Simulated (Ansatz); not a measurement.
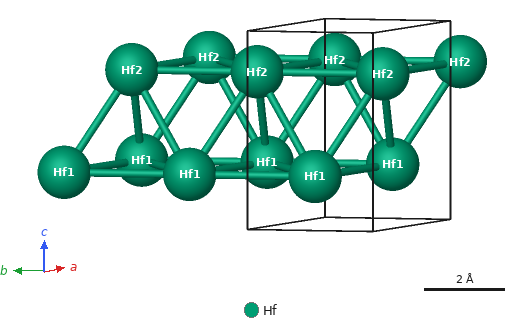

Reference structure: a crystal of Hf (a generated structure, set up in P6_3/mmc). The picture is a ball-and-stick view of the cell of the calculation, repeated 2 × 3 × 1 with one cell outlined, seen from a free direction.

All numbers below come from Ansatz, DFT, PBE, PAW with Ansatz's default frozen-core files, scalar-relativistic. Set-up: plane-wave cutoff 420 eV; k-point mesh 14 × 14 × 8; occupations fermi dirac; smearing width 0.05 eV; no spin polarisation.

Now this is done to it. The cell is strained by −4.0 % along c and +2.1 % across it (volume 0.0 %), the atoms keeping their fractional coordinates. No relaxation follows.

The input:
```yaml
crystal:
  lattice:
    - [3.27137468, 0.0, 0.0]
    - [-1.63568734, 2.8330935782, 0.0]
    - [0.0, 0.0, 4.8618862374]
  atoms:
    - { symbol: Hf, position: [0.3333333333, 0.6666666667, 0.25] }
    - { symbol: Hf, position: [0.6666666667, 0.3333333333, 0.75] }
kpoints:
  mp_grid: { grid: [14, 14, 8] }
scf:
  occupations: { method: fermi_dirac, width: 0.05 }
hamiltonian:
  xc: pbe
  pseudopotentials: { kind: paw }
output:
  forces: true
  stress: true
  eigenvalues: true
  efg: { contact_densities: true }
```

Run as
```bash
ansatz run input.yaml --threads 1 --pin off --max-ram 2048MiB --backend cpu --events-out ev --progress --plain --runs-dir out
```

**What is the effect?**

Near-neighbour distances before and after: Hf–Hf 3.205 → 3.271 Å, Hf–Hf 3.136 → 3.078 Å. The space group stays P6_3/mmc (No. 194). The energy rises by 22.6 meV per atom. Pressure: 0.0 GPa before, 0.4 GPa after. The principal stresses (compression positive) are 5.6 GPa along c and −2.2 GPa across it. All forces vanish by symmetry.

The changed structure in the same view:

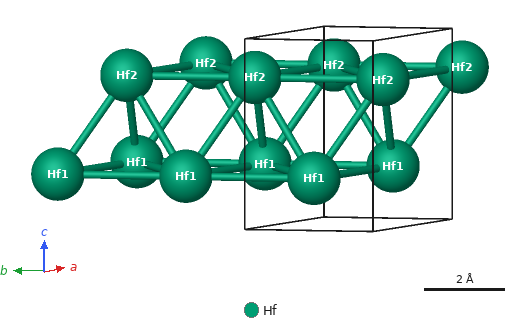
